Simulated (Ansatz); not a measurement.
## Run report: AlGa₃N₄, single-point calculation

System: AlGa₃N₄ (8 atoms in the cell).
Method: DFT LDA, scalar-relativistic, plane waves, PAW, no spin polarisation (Ansatz 0.2.0).

The structure derives from a Materials Project entry. Figures and captions count atoms from 1; the log counts them from 0 in places.

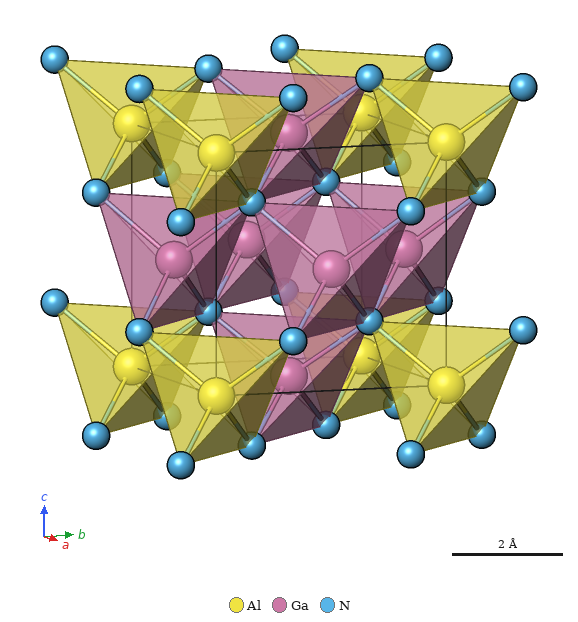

*The input geometry (polyhedral view of the cell of the calculation, seen slightly off an axis; polyhedra are completed across the faces of the cell).*

## Key numbers

| quantity | value |
| --- | --- |
| outcome | converged |
| space group (tolerance 0.01 Å) | P-43m (215) |
| electrons treated | 62 |
| free energy | −13136.0008 eV |
| Fermi energy | 9.814 eV |
| gap on the k-point mesh | 2.35 eV |
| pressure | −5.81 GPa |
| largest force (length of the vector) | 0.173 eV/Å |
| hardware | 2 threads of Oxide Virtual Turin-like (Zen 5), 32 GiB of memory available, shared host |
| wall time | 1 s (CPU time 1.8 s) |
| peak memory | 0.36 GiB |

## Notes

The cell is under a tension of 5.8 GPa at this level, so it is not at its equilibrium volume.

## Input file
```yaml
crystal:
  lattice:
    - [4.47168536, 0.0, 0.0]
    - [0.0, 4.47168536, 0.0]
    - [0.0, 0.0, 4.47168536]
  atoms:
    - { symbol: Al, position: [0.0, 0.0, 0.0] }
    - { symbol: Ga, position: [0.5, 0.5, 0.0] }
    - { symbol: Ga, position: [0.5, 0.0, 0.5] }
    - { symbol: Ga, position: [0.0, 0.5, 0.5] }
    - { symbol: "N", position: [0.75571442, 0.75571442, 0.24428558] }
    - { symbol: "N", position: [0.75571442, 0.24428558, 0.75571442] }
    - { symbol: "N", position: [0.24428558, 0.75571442, 0.75571442] }
    - { symbol: "N", position: [0.24428558, 0.24428558, 0.24428558] }
basis:
  ecutwfc: 420
kpoints:
  mp_grid: { grid: [4, 4, 4] }
hamiltonian:
  xc: lda
scf:
  occupations: { method: gaussian, width: 0.1 }
output:
  forces: true
  stress: true
  eigenvalues: true
```

Launch command:
```bash
ansatz run input.yaml --threads 2 --pin off --max-ram 6144MiB --backend cpu --events-out ev --progress --plain --runs-dir out
```

## What the program printed
```
Engine: ansatz 0.2.0, x86_64-unknown-linux-gnu
Pseudopotentials: kind: paw
Pseudopotential: Al, paw, valence charge 3, recommended cutoff 420 eV (normal), Al.paw.azcp
Pseudopotential: Ga, paw, valence charge 13, recommended cutoff 420 eV (normal), Ga.paw.azcp
Pseudopotential: N, paw, valence charge 5, recommended cutoff 420 eV (normal), N.paw.azcp
Functional definition: SPW92
  exchange = slater_x
  correlation = pw_c
Crystal: 8 atoms, lattice volume = 89.416 Å³
Basis set: ecut = 420 eV, 1743 PW (Γ)
Bands: 39, of which v1, the nominal top of the filled ones, is band 31 counted from 1 (30 counted from 0)
Symmetry: 24 space group operations
Space group: P-43m (ITA 215), of the structure as read, at distance tolerance 4.5e-5 Å
k-points: 10 of 64 (time reversal used)
Non-local potential: Al, projectors of the file, l = 0: 2, l = 1: 2, l = 2: 1
Non-local potential: Ga, projectors of the file, l = 0: 2, l = 1: 2, l = 2: 3, l = 3: 1
Non-local potential: N, projectors of the file, l = 0: 2, l = 1: 2, l = 2: 1
PAW form: soft (Blöchl's): semilocal exchange-correlation on the pseudo side does not see the compensation charge
PAW frozen core: Al, regenerated for the run's functional, and the local potential with it (the file was generated under x = pbe(κ = 0.804, μ = 0.2195149727645171), c = pbe(β = 0.06672455060314922))
PAW frozen core: Ga, regenerated for the run's functional, and the local potential with it (the file was generated under x = pbe(κ = 0.804, μ = 0.2195149727645171), c = pbe(β = 0.06672455060314922))
PAW frozen core: N, regenerated for the run's functional, and the local potential with it (the file was generated under x = pbe(κ = 0.804, μ = 0.2195149727645171), c = pbe(β = 0.06672455060314922))
PAW one-centre angular grid: Al, 110 points (default); XC on 64 Gauss nodes
PAW one-centre angular grid: Ga, 590 points (default); XC on 64 Gauss nodes
PAW one-centre angular grid: N, 110 points (default); XC on 64 Gauss nodes
Initial density: superposition of atomic densities (neutral atoms: chi_scale 0, normalization atom), corrected by the library's trained network
Initial wavefunctions: pseudopotential atomic-orbital guess
Functional: x = slater, c = lda
SCF iter   1: F=—  HF=-13136.041155 eV  |F-HF|=—  |Δ(HF+E_count)|=         —  Δρ=1.24e-2  dr2=1.35e-1  ethr=1.77e-3  ⟨swp⟩=6.0  Hψ=1541  notcnv=0
preconditioner: auto → Resta (q_TF=auto, 2.567 Å⁻¹)  ε∞=4.7  [insulator: Δε(μ)=2.252 eV  Ē_g=16.081 eV  σ=0.100 eV  W_gap=1.00  n_scr=26 (ndim 8)  ℏωp=30.9 eV  f_vac=0.000  D(μ)=0.00/eV (n_scr^D=0)  ε∞_Penn≈4.7]
SCF iter   2: F=—  HF=-13136.002990 eV  |F-HF|=—  |Δ(HF+E_count)|=   3.82e-2  Δρ=3.50e-3  dr2=5.99e-3  ethr=2.19e-4  ⟨swp⟩=2.2  Hψ=627  notcnv=0  defer=19
SCF iter   3: F=—  HF=-13136.001191 eV  |F-HF|=—  |Δ(HF+E_count)|=   1.80e-3  Δρ=1.55e-3  dr2=1.18e-3  ethr=9.67e-6  ⟨swp⟩=1.3  Hψ=365  notcnv=0  defer=16
automatic band count: iteration 3 solves 38 bands in place of 39: the levels show a gap, and the empty bands left out lie too high to hold charge; the band table lists the bands solved (type scf.n_extra_bands for more)
SCF iter   4: F=—  HF=-13136.000773 eV  |F-HF|=—  |Δ(HF+E_count)|=   4.18e-4  Δρ=1.36e-4  dr2=1.07e-5  ethr=1.91e-6  ⟨swp⟩=2.0  Hψ=466  notcnv=0  defer=16
SCF iter   5: F=—  HF=-13136.000771 eV  |F-HF|=—  |Δ(HF+E_count)|=   1.29e-6  Δρ=7.67e-5  dr2=2.97e-6  ethr=1.73e-8  ⟨swp⟩=2.0  Hψ=670  notcnv=0  defer=16
SCF iter   6: F=—  HF=-13136.000770 eV  |F-HF|=—  |Δ(HF+E_count)|=   1.87e-6  Δρ=1.75e-5  dr2=2.93e-7  ethr=4.79e-9  ⟨swp⟩=2.0  Hψ=551  notcnv=0  defer=16
SCF iter   7: F=-13136.000770 eV  HF=-13136.000770 eV  |F-HF|=3.27e-9  |Δ(HF+E_count)|=   4.78e-8  Δρ=3.86e-6  dr2=1.20e-8  ethr=1.61e-10  ⟨swp⟩=7.8  Hψ=1565  notcnv=0
SCF 1 converged in 7 iterations: F = -13136.000770 eV  dr2 = 1.20e-8
  greatest PAW one-centre occupation: 0.996 electrons in one spin orbital (limit 2), on the Ga atom at site 3 (counted from 0), in its partial waves of l = 2
```

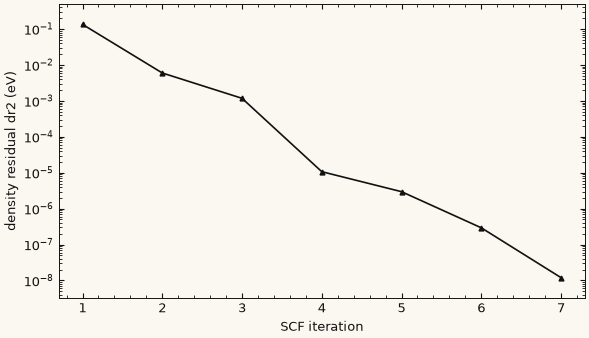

*Convergence of the self-consistent field: density residual dr2 against the SCF iteration.*

The residual falls at every step.

```
SCF converged after 7 iterations
Free energy (F): -13136.000770 eV
Harris-Foulkes:  -13136.000770 eV  (|F-HF|=3.27e-9)
Internal energy: -13136.000770 eV  (E = F + TS)
E sigma→0 (E₀):  -13136.000770 eV
Fermi energy:    9.814253 eV
--- Per-component energies (eV) ---
  E_band       = -37.428073
  E_kinetic    = 898.259560
  E_local      = -6522.044572  (includes V_loc(G=0)·N_el)
  E_nonlocal   = 1490.032852
  E_hartree    = 2976.672897
  E_xc         = -483.531774
  E_vxc        = -509.466030  (∫ρ·V_xc dr)
  E_paw        = -6667.094806  (= ΣΔE_a)
  E_vpaw       = -1347.554945  (= ΣTr[D̂ρ^β])
  E_aug_tail   = 0.000148  (compensation charges beyond the density's cutoff)
  E_ewald      = -4833.856408
  E_core_change = 5.561332  (= ΣΔE_core)
  E_smearing   = -0.000000  (= −TS)
  E_closure    = -0.000000  (closes the sum)
  Σ components = -13136.000770   (vs F -13136.000770, Δ=0.00e0)
--- Forces (eV/Å), atoms counted from 1 ---
  atom   1  Al    -0.00000000    -0.00000000    -0.00000000
  atom   2  Ga    -0.00000000     0.00000000     0.00000000
  atom   3  Ga    -0.00000000     0.00000000     0.00000000
  atom   4  Ga    -0.00000000     0.00000000    -0.00000000
  atom   5  N     -0.09995095    -0.09995095     0.09995095
  atom   6  N     -0.09995095     0.09995095    -0.09995095
  atom   7  N      0.09995095    -0.09995095    -0.09995095
  atom   8  N      0.09995095     0.09995095     0.09995095
  max |Σ_I F_I| component: 4.16e-17 eV/Å
--- Stress (GPa, compression-positive) ---
       -5.812942       0.000000       0.000000
        0.000000      -5.812942      -0.000000
        0.000000       0.000000      -5.812942
  P = ⅓ Tr σ = -5.8129 GPa (-58.129 kbar)
--- Band table (eV; the first three rows and the last of 10) ---
  k-point 0: bands = ["-6.8891", "-5.7548", "-5.7548", "-5.7548", "-4.6615", "-4.6401", "-4.6401", "-4.6401", "-4.5635", "-4.5635", "-4.4306", "-4.4306", "-4.4306", "-4.3958", "-4.3958", "-4.3354", "-2.7492", "-2.7492", "-2.7492", "2.5463", "2.5463", "3.3408", "6.1757", "6.1757", "6.1757", "6.1792", "6.1792", "6.1792", "8.6382", "8.6382", "8.6382", "10.9856", "12.0211", "12.0211", "12.0211", "14.9608", "14.9608", "16.9926"]
  k-point 1: bands = ["-6.6493", "-5.8143", "-5.7560", "-5.7560", "-4.6442", "-4.6323", "-4.6323", "-4.5896", "-4.5453", "-4.5363", "-4.4911", "-4.4911", "-4.4280", "-4.4188", "-4.3956", "-4.3553", "-3.3715", "-2.6349", "-2.6349", "2.7963", "3.0924", "3.8305", "5.5491", "5.6567", "5.6567", "5.7311", "6.4853", "6.4853", "7.3406", "8.2335", "8.2335", "12.2944", "12.6903", "13.2187", "13.2187", "15.3974", "15.9530", "17.4517"]
  k-point 2: bands = ["-6.2099", "-6.0407", "-5.7572", "-5.7572", "-4.5991", "-4.5949", "-4.5949", "-4.5767", "-4.5767", "-4.5447", "-4.5148", "-4.5030", "-4.4136", "-4.4045", "-4.3840", "-4.2569", "-4.1770", "-2.5217", "-2.5217", "3.1772", "3.5060", "4.8401", "4.9397", "5.2261", "5.2261", "5.3322", "5.8217", "7.1647", "7.1647", "7.4462", "7.4462", "13.4879", "13.5865", "14.7837", "14.7837", "16.1799", "16.2655", "17.1211"]
  k-point 9: bands = ["-6.0681", "-5.8588", "-5.8588", "-5.8588", "-4.6499", "-4.6499", "-4.6499", "-4.5780", "-4.5780", "-4.4673", "-4.4673", "-4.4673", "-4.3673", "-4.3673", "-4.3673", "-3.3494", "-3.3494", "-3.3494", "-2.8626", "1.7107", "1.7107", "1.7107", "2.3373", "7.6411", "7.6411", "7.6411", "7.8992", "7.8992", "7.9591", "7.9591", "7.9591", "13.5093", "13.5093", "13.5093", "14.7853", "17.5198", "17.5198", "17.5198"]
```

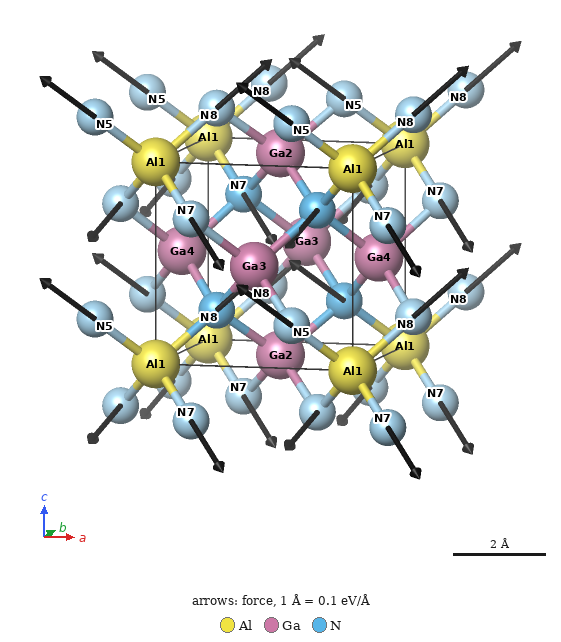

*Forces on the atoms as black arrows (ball-and-stick view of the cell of the calculation, seen slightly off an axis; neighbours outside the cell are drawn fainter; atoms are numbered from 1 in the order of the input).*

The largest act on all 4 N atoms (0.17 eV/Å). The geometry is not a stationary point of this energy.

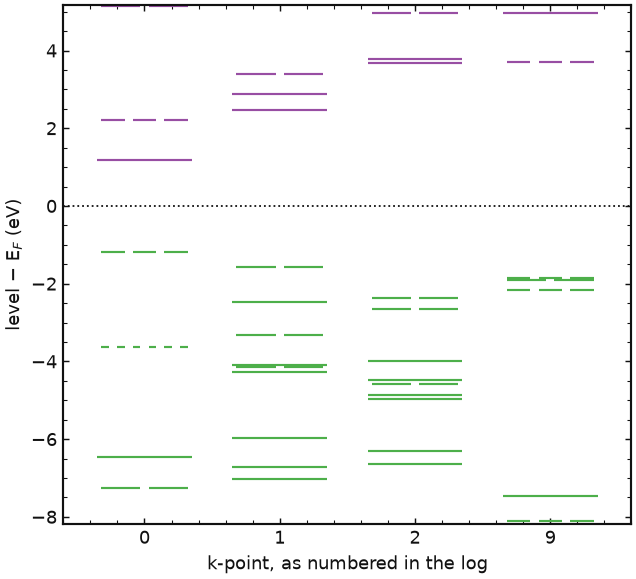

*Kohn–Sham levels near the Fermi level (dotted) at the few k-points that the log prints; levels within 0.02 eV of each other stand side by side.*

Among these points the highest filled and lowest empty levels are 2.35 eV apart, which is the gap on the mesh.
